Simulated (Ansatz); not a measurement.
## Electronic structure of O in real space

The calculation's input:

```
crystal:
  lattice:
    - [2.8514028533, -1.66241594, 0.0]
    - [2.8514028533, 1.66241594, 0.0]
    - [-2.3944914034, 0.0, 3.6470501824]
  atoms:
    - { symbol: O, position: [0.02545383, 0.02545383, 0.15557402], spin: 0.61 }
    - { symbol: O, position: [0.97454617, 0.97454617, 0.84442598], spin: 0.61 }
basis:
  ecutwfc: 420
kpoints:
  mp_grid: { grid: [10, 10, 8] }
hamiltonian:
  xc: pbe
  dispersion: d3bj
scf:
  occupations: { method: gaussian, width: 0.02 }
output:
  forces: true
  stress: true
  eigenvalues: true
  populations: true
  write_density: true
  write_potential: true
  elf: true
  volumetric_format: npy
magnetization:
  spin_polarized: true
relax:
  adjacent_minimum: "off"
  f_tol: 0.01
  max_steps: 40
```

Launched as:

```sh
ansatz run input.yaml --threads 1 --pin off --max-ram 2560MiB --backend cpu --events-out ev --progress --plain --runs-dir out
```

Below, planes, directions and counts refer to the conventional cell (a = 5.70 Å, b = 3.32 Å, c = 4.36 Å, α = 90.00°, β = 123.29°, γ = 90.00°).

The fields are those of the relaxed geometry.

Space group C2/m; a structure from a database of computed crystals, not necessarily the ambient phase; spin-polarised.

Method: DFT PBE+D3(BJ), scalar-relativistic, plane waves, PAW in Ansatz 0.2.0.

The density is the valence pseudo-density of a PAW calculation; it isn't the true density close to the nuclei.

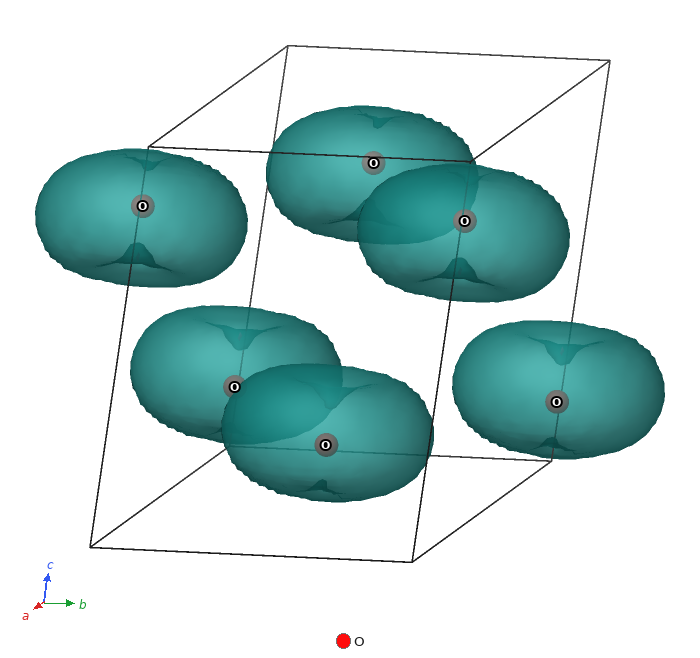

Figure 1. Isosurfaces of the spin density at +0.04 (teal) and −0.04 e/Å³ (pink), seen slightly off an axis.

Q: Describe the spin distribution.

A: The spin density sits on O: +0.6 μB (×4) in one cell of 4 atoms: parallel main moments (a ferromagnetic arrangement) in this solution. The cell of the calculation (2 atoms) carries 2.0 μB of net spin moment.

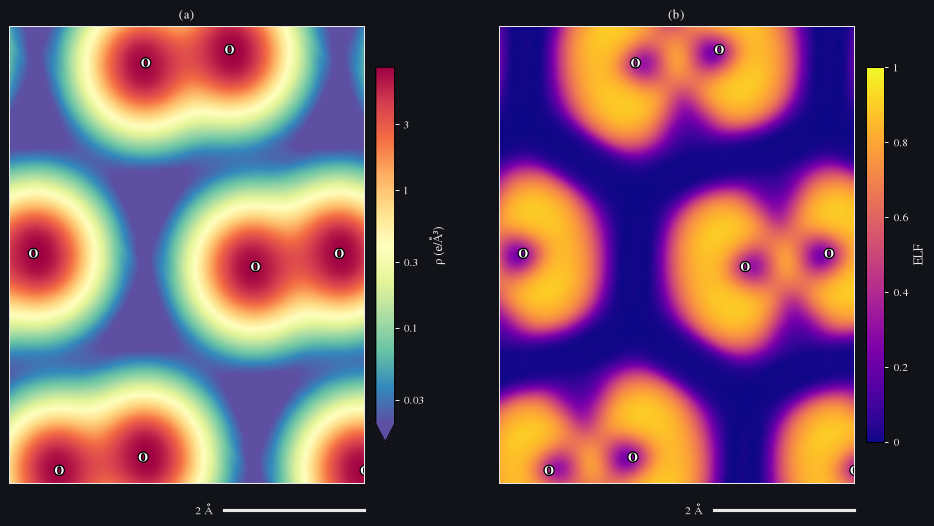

Figure 2. (a) valence charge density (pseudo); (b) electron localisation function on the (11̄0) plane of the conventional cell.

Q: Describe what can be read from this map.

A: The section cuts through O sites. O–O (1.22 Å): the density is about 3.6 e/Å³ at the midpoint; the ELF peaks at about 0.80 between the atoms (inside overlapping PAW spheres, so only a guide); a covalent bond. Between the atoms the lowest density in this plane is 0.01 e/Å³. The ELF also peaks beside O, away from the bonds: non-bonding electrons, paired or unpaired.

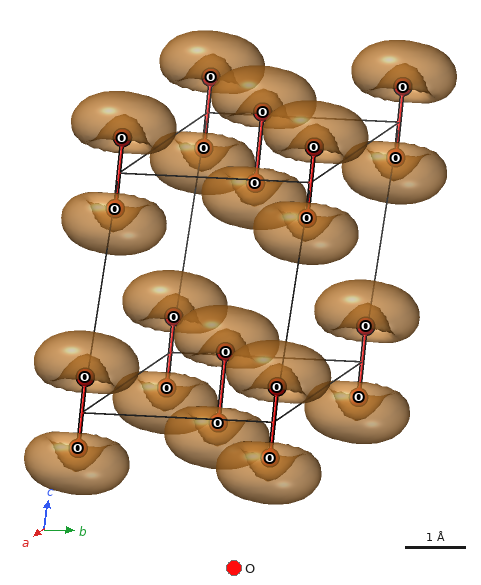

Figure 3. Isosurface of the electron localisation function at 0.8 (orange), seen slightly off an axis. Only the valence region is drawn (cores and ρ < 0.01 e/Å³ removed). Sticks mark near contacts.

Q: Where are the electrons localised?

A: The surface consists of four lobes on O, pointing away from the bonds (non-bonding electrons, which may merge into one lobe), counted in one cell of 4 atoms. Regions shared between cells count once.

Q: Does the calculation give a band gap?

A: It is gapped, with a Kohn–Sham gap of 1.3 eV on the k-point mesh, an upper bound to the gap of this method.
